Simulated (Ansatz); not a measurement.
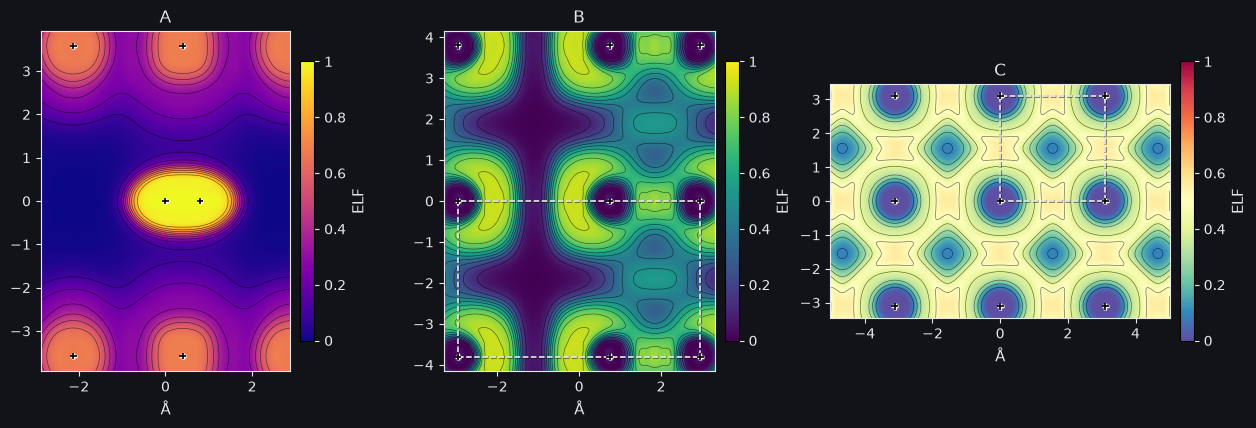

The ELF of 3 systems, each on a plane through atoms (crosses mark nuclei in the plane).

Method: DFT PBE, scalar-relativistic, plane waves, PAW in Ansatz.

System 1: P, the (11̄0) plane of the conventional cell. Space group P-6m2; a structure generated by program, which may or may not match a known phase; computed without spin polarisation.

```
P
1.0
     3.80430    0.00000    0.00000
    -1.90215    3.29462    0.00000
     0.00000    0.00000    5.91575
P
3
Direct
  0.00000 0.00000 0.68710
  0.00000 0.00000 0.31290
  0.66667 0.33333 0.50000
```

System 2: Sb, the (010) plane of the conventional cell. Space group Pm-3m; a structure generated by program, which may or may not match a known phase; computed without spin polarisation.

```yaml
crystal:
  lattice:
    - [3.10938, 0.00000, 0.00000]
    - [0.00000, 3.10938, 0.00000]
    - [0.00000, 0.00000, 3.10962]
  atoms:
    - { symbol: Sb, position: [0.50000, 0.50000, 0.50000] }
```

System 3: H3Pt2, the (110) plane of the conventional cell. Space group Pm-3m; a structure generated by program, which may or may not match a known phase.

```yaml
crystal:
  lattice:
    - [5.06014, 0.00000, 0.00000]
    - [0.00000, 5.06014, 0.00000]
    - [0.00000, 0.00000, 5.06014]
  atoms:
    - { symbol: H, position: [0.42135, 0.00000, 0.00000] }
    - { symbol: H, position: [0.57865, 0.00000, 0.00000] }
    - { symbol: H, position: [0.00000, 0.42135, 0.00000] }
    - { symbol: H, position: [0.00000, 0.57865, 0.00000] }
    - { symbol: H, position: [0.00000, 0.00000, 0.42135] }
    - { symbol: H, position: [0.00000, 0.00000, 0.57865] }
    - { symbol: Pt, position: [0.00000, 0.50000, 0.50000] }
    - { symbol: Pt, position: [0.50000, 0.00000, 0.50000] }
    - { symbol: Pt, position: [0.50000, 0.50000, 0.00000] }
    - { symbol: Pt, position: [0.50000, 0.50000, 0.50000] }
```

> Match each panel to its system.

Panel A is system 3, H3Pt2: the plane holds H and Pt. H–H (0.80 Å): the ELF is about 1 at the midpoint. Panel B is system 1, P: the plane holds P. P–P (2.21 Å): the ELF peaks at about 0.85 between the atoms. Panel C is system 2, Sb: the plane holds Sb. Sb–Sb (3.11 Å): the ELF reaches about 0.55 near the midpoint.
